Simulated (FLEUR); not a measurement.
**Ir: 5 runs along one coordinate**

System: Ir (1 atom in the cell).
Method: Kohn-Sham DFT of a periodic cell, SCAN, all-electron, no spin polarisation (FLEUR MaX-R8.1 (later development tree)).

The 5 runs differ only in the geometry, by an even scaling of the cell at fixed fractional positions. The structure derives from an entry of the Crystallography Open Database.

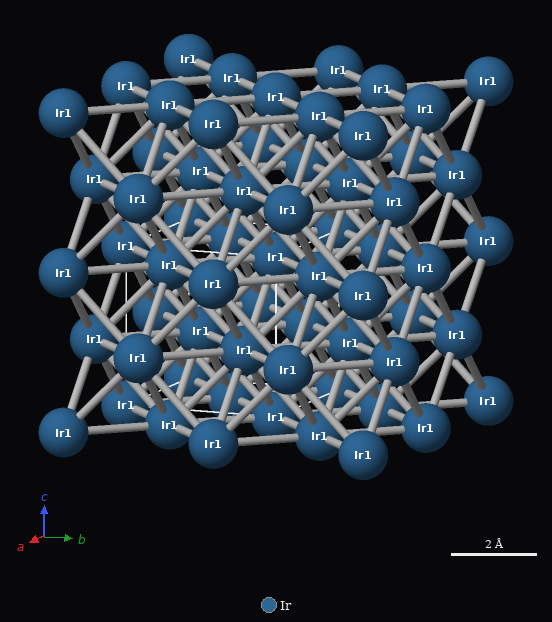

Figure 1. The structure of run 3 (ball-and-stick view of the cell 4 times as large as that of the calculation, set on its symmetry axes, repeated 2 × 2 × 2, seen slightly off an axis; atoms are numbered from 1 in the order of the input).

## Input of run 3
```
<?xml version="1.0" encoding="UTF-8" standalone="no"?>
<fleurInput fleurInputVersion="0.39">
   <comment>
      Ir                                                                                                  
   </comment>
   <calculationSetup>
      <cutoffs Kmax="4.22" Gmax="13.1" GmaxXC="13.1" numbands="0"/>
      <scfLoop itmax="60" minDistance="0.00001" maxIterBroyd="15" imix="Anderson" alpha="0.05" precondParam="0.0" spinf="2.0" sdNocoIR="T"/>
      <coreElectrons ctail="F" frcor="F" kcrel="0" coretail_lmax="0"/>
      <xcFunctional name="LibXC" relativisticCorrections="F">
         <LibXCName exchange="mgga_x_scan" correlation="mgga_c_scan"/>
         <AuxGGA exchange="117" correlation="130"/>
      </xcFunctional>
      <magnetism jspins="1"/>
      <soc l_soc="F" theta="0.0" phi="0.0" spav="F"/>
      <expertModes spex="0" secvar="F"/>
      <geometryOptimization l_f="F" forcealpha="1.0" forcemix="BFGS" epsdisp="0.00001" epsforce="0.00001"/>
      <ldaU l_linMix="F" mixParam="0.05" spinf="1.0"/>
   </calculationSetup>
   <cell>
      <bzIntegration valenceElectrons="31.0" mode="hist" fermiSmearingEnergy="0.00183747">
         <kPointListSelection listName="default-1"/>
         <!-- k-points included here -->
         <xi:include xmlns:xi="http://www.w3.org/2001/XInclude" href="kpts.xml"> </xi:include>
      </bzIntegration>
      <!-- symmetry operations included here -->
      <xi:include xmlns:xi="http://www.w3.org/2001/XInclude" href="sym.xml"> </xi:include>
      <bulkLattice scale="1.0000000000">
         <bravaisMatrix>
            <row-1>    0.0000000000000000     3.6199593642837598     3.6199593642837598</row-1>
            <row-2>    3.6199593642837598     0.0000000000000000     3.6199593642837598</row-2>
            <row-3>    3.6199593642837598     3.6199593642837598     0.0000000000000000</row-3>
         </bravaisMatrix>
      </bulkLattice>
   </cell>
   <atomSpecies>
      <species name="Iridium (Ir)" element="Ir" atomicNumber="77">
         <mtSphere radius="2.32" gridPoints="783" logIncrement="0.017"/>
         <atomicCutoffs lmax="9" lnonsphr="7"/>
         <electronConfig flipSpins="F">
            <coreConfig>(1s1/2) (2s1/2) (2p1/2) (2p3/2) (3s1/2) (3p1/2) (3p3/2) (4s1/2) (3d3/2) (3d5/2) (4p1/2) (4p3/2) (4d3/2) (4d5/2)</coreConfig>
            <valenceConfig>(4f5/2) (4f7/2) (5s1/2) (5p1/2) (5p3/2) (6s1/2) (5d3/2) (5d5/2)</valenceConfig>
            <stateOccupation state="(5d3/2)" spinUp="1.400000" spinDown="1.400000"/>
            <stateOccupation state="(5d5/2)" spinUp="2.100000" spinDown="2.100000"/>
         </electronConfig>
         <energyParameters s="6" p="6" d="5" f="5"/>
         <lo type="SCLO" l="0" n="5" eDeriv="0"/>
         <lo type="SCLO" l="0" n="5" eDeriv="1"/>
         <lo type="SCLO" l="1" n="5" eDeriv="0"/>
         <lo type="SCLO" l="1" n="5" eDeriv="1"/>
         <lo type="SCLO" l="3" n="4" eDeriv="0"/>
         <lo type="SCLO" l="3" n="4" eDeriv="1"/>
         <lo type="SCLO" l="2" n="5" eDeriv="2"/>
      </species>
   </atomSpecies>
   <atomGroups>
      <atomGroup species="Iridium (Ir)">
         <relPos label="                   1">.0000000000 .0000000000 .0000000000</relPos>
         <force calculate="T" relaxXYZ="TTT"/>
      </atomGroup>
   </atomGroups>
   <output dos="F" band="F" slice="F">
      <checks vchk="F" cdinf="F"/>
      <bandDOS minEnergy="-.5*Htr" maxEnergy="0.5*Htr" sigma="0.015" storeEVData="T"/>
      <vacuumDOS vacdos="F" integ="F" star="F" nstars="0" locx1="0.0" locy1="0.0" locx2="0.0" locy2="0.0" nstm="0" tworkf="0.0"/>
      <unfoldingBand unfoldBand="F" supercellX="1" supercellY="1" supercellZ="1"/>
      <plotting iplot="0" polar="F">
         <plot TwoD="T" vec1="  1.0  0.0  0.0" vec2="  0.0  1.0  0.0" vec3="  0.0  0.0  1.0" zero="  0.0  0.0  0.0" file="plot"/>
      </plotting>
      <chargeDensitySlicing numkpt="0" minEigenval="0.0" maxEigenval="0.0" nnne="0" pallst="F"/>
      <specialOutput eonly="F"/>
      <moessbauerParams electricFieldGradient="T" isomerShift="T" coreHyperfine="T" valenceHyperfine="T"/>
      <magneticCircularDichroism mcd="F" energyLo="-10.0" energyUp="0.0"/>
   </output>
  <!-- We include the file relax.xml here to enable relaxations (see documentation) -->
  <xi:include xmlns:xi="http://www.w3.org/2001/XInclude" href="relax.xml"> <xi:fallback/> </xi:include>
</fleurInput>
```

Command:
```bash
inpgen -f crystal.txt -profile fastHighL; fleur_MPI
```

Lattice vectors (Å) and fractional positions of run 3:
```
   0.000000    1.915600    1.915600
   1.915600    0.000000    1.915600
   1.915600    1.915600    0.000000
Ir  0.000000  0.000000  0.000000
```

Run 2 has the same physical settings and fractional positions; its lattice vectors (Å) are:
```
   0.000000    1.889710    1.889710
   1.889710    0.000000    1.889710
   1.889710    1.889710    0.000000
```

## Results, with one run withheld

| run | volume per atom (Å³) | free energy per atom, from the lowest run given (meV) |
| --- | --- | --- |
| 1 | 13.215 | 38.72 |
| 2 | 13.496 | ? |
| 3 | 14.059 | 0.00 |
| 4 | 14.621 | 44.67 |
| 5 | 14.902 | 83.34 |

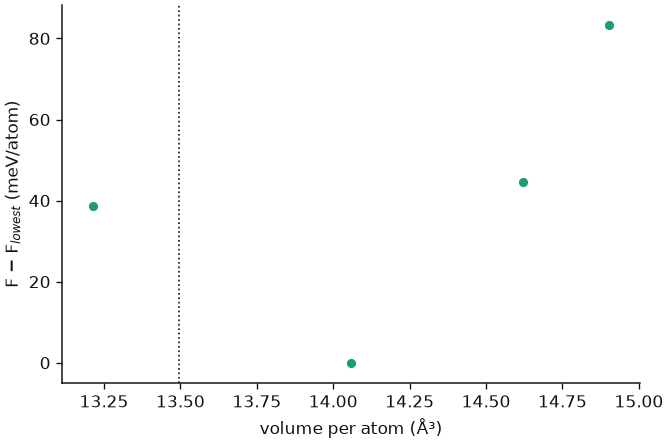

Figure 2. Free energy per atom of the runs given; the dotted line marks run 2.

Estimate the energy of run 2 from the others.

A quadratic polynomial in V^(−2/3) (the Birch–Murnaghan form), fitted to the 4 runs given, misses them by at most 0.31 meV per atom. With x = V^(−2/3) − 0.17074 Å⁻², it reads F = 5.1805 − 6614.6 x + 1.3128e+06 x² (meV per atom). At run 2 it gives 9.90 meV per atom, and the run itself gives 9.39. The fit has its minimum at 13.866 Å³ per atom, where V d²F/dV² gives 405 GPa: the bulk modulus at this level, since symmetry fixes the shape and the positions. So low a polynomial doesn't follow these energies more closely.

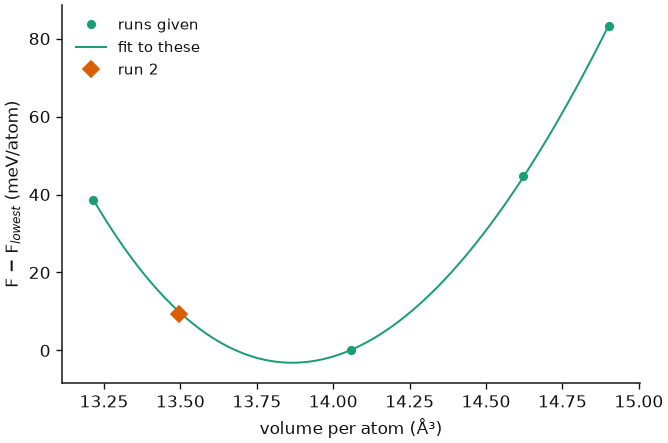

Figure 3. The fit and the withheld run.

## End of the output (run 2)
```
[...]
The functional 'Perdew, Burke & Ernzerhof' is a correlation functional, it belongs to the 'GGA' family and is defined in the reference(s):
[1] J. P. Perdew, K. Burke, and M. Ernzerhof.,  Phys. Rev. Lett. 77, 3865 (1996)
[2] J. P. Perdew, K. Burke, and M. Ernzerhof.,  Phys. Rev. Lett. 78, 1396 (1997)
 Using same functional for VXC and EXC

 Iteration:    13   Distance:       0.00075322 me/bohr^3
The functional 'Hammer, Hansen, and Norskov' is an exchange functional, it belongs to the 'GGA' family and is defined in the reference(s):
[1] B. Hammer, L. B. Hansen, and J. K. Nørskov.,  Phys. Rev. B 59, 7413 (1999)
The functional 'Perdew, Burke & Ernzerhof' is a correlation functional, it belongs to the 'GGA' family and is defined in the reference(s):
[1] J. P. Perdew, K. Burke, and M. Ernzerhof.,  Phys. Rev. Lett. 77, 3865 (1996)
[2] J. P. Perdew, K. Burke, and M. Ernzerhof.,  Phys. Rev. Lett. 78, 1396 (1997)
 Using same functional for VXC and EXC

 Iteration:    14   Distance:       0.00007665 me/bohr^3
The functional 'Hammer, Hansen, and Norskov' is an exchange functional, it belongs to the 'GGA' family and is defined in the reference(s):
[1] B. Hammer, L. B. Hansen, and J. K. Nørskov.,  Phys. Rev. B 59, 7413 (1999)
The functional 'Perdew, Burke & Ernzerhof' is a correlation functional, it belongs to the 'GGA' family and is defined in the reference(s):
[1] J. P. Perdew, K. Burke, and M. Ernzerhof.,  Phys. Rev. Lett. 77, 3865 (1996)
[2] J. P. Perdew, K. Burke, and M. Ernzerhof.,  Phys. Rev. Lett. 78, 1396 (1997)
 Using same functional for VXC and EXC

 Iteration:    15   Distance:       0.00001210 me/bohr^3
The functional 'Hammer, Hansen, and Norskov' is an exchange functional, it belongs to the 'GGA' family and is defined in the reference(s):
[1] B. Hammer, L. B. Hansen, and J. K. Nørskov.,  Phys. Rev. B 59, 7413 (1999)
The functional 'Perdew, Burke & Ernzerhof' is a correlation functional, it belongs to the 'GGA' family and is defined in the reference(s):
[1] J. P. Perdew, K. Burke, and M. Ernzerhof.,  Phys. Rev. Lett. 77, 3865 (1996)
[2] J. P. Perdew, K. Burke, and M. Ernzerhof.,  Phys. Rev. Lett. 78, 1396 (1997)
 Using same functional for VXC and EXC

 Iteration:    16   Distance:       0.00000333 me/bohr^3

 ********************************************************************
 Run finished successfully
 Stop message:
   all done
 ********************************************************************
```

Notes: Spin–orbit coupling is left out, which matters for Ir.
